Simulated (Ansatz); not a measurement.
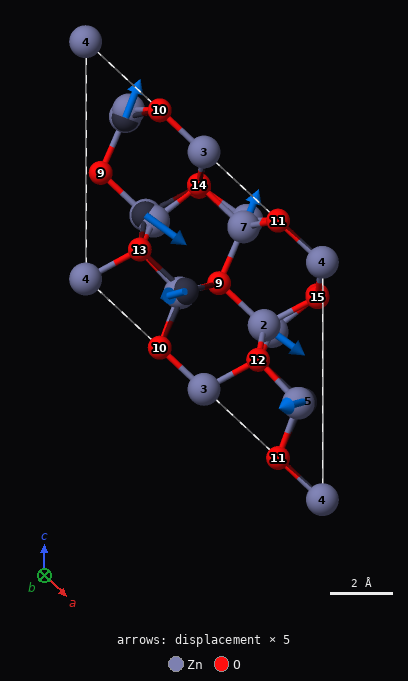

A relaxation of a defect cell of composition Zn₈O₇ (cell charge +2). The starting structure is drawn faded, the final one solid; blue arrows show the displacements, 5 times their true length.

A ball-and-stick model of the conventional cell (2 times the calculation's cell) (origin shifted), seen along the b axis. Lengths and directions refer to the drawn axes.

Case: O vacancy, atoms relaxed.

All numbers below come from DFT PBE, scalar-relativistic, plane waves, PAW (Ansatz 0.2.0). (plane-wave cutoff 420 eV; k-point mesh 4 × 4 × 4; occupations gaussian; smearing width 0.05 eV; no spin polarisation; atoms relaxed in a fixed cell; force threshold 0.02 eV/Å; at most 50 steps)

**What happened in the run?**

Over 4 accepted moves (5 points after the start) the energy falls by 0.962 eV per cell of the calculation. The largest force component goes from 1.6 to 0.0074 eV/Å. 1 step only repeated the SCF at the same geometry. The atom that moves furthest is a Zn atom (0.34 Å roughly along +a). By element the largest moves are Zn 0.34 Å, O 0.04 Å. The lattice vectors keep their values. Among the contacts that change: O–Zn 1.999 → 1.898 Å, O–Zn 1.999 → 1.924 Å, O–Zn 2.007 → 1.943 Å, O–Zn 1.999 → 1.974 Å. Among the angles between lasting bonds that change: Zn–O–Zn 110.3° → 94.2°, Zn–O–Zn 110.3° → 94.8°, Zn–O–Zn 108.7° → 95.7°.

Limits of the set-up: the periodic images lie only 6.2 Å apart, so the values are limited by the cell's size; the cell is charged, on a uniform background, and energies carry no finite-size correction.
